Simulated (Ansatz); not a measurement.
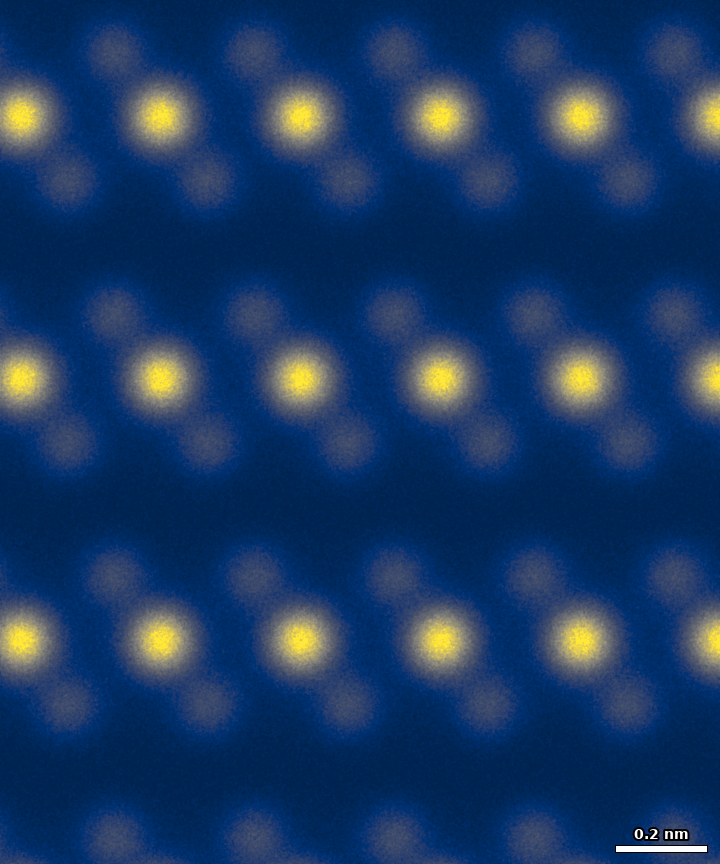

Dark-field STEM-like image of a crystal. The image is simulated as a sum over atoms of Z^1.7, blurred by a 1.08 Å probe (no channelling). The probe carries 25 % of its weight in a tail 2.5 times as wide. Shot noise was added.

### Give the net of the columns and its spacings.

The pattern repeats on an oblique net of 3.1 × 5.9 Å with an angle of 90°.

### Which plane group does this projection have?

p2: twofold rotation points, no mirror or glide lines.

### How many columns does the smallest repeating cell hold, and how many levels of brightness?

3 columns in the primitive cell of 18.5 Å², with 2 levels of brightness (about 100, 20 % of the brightest, counted from the darkest point).

The crystal is ZrS2 (P-3m1, No. 164) seen along [100]. Structure: coordinates from a relaxation with DFT PBEsol, scalar-relativistic, plane waves, PAW (Ansatz).
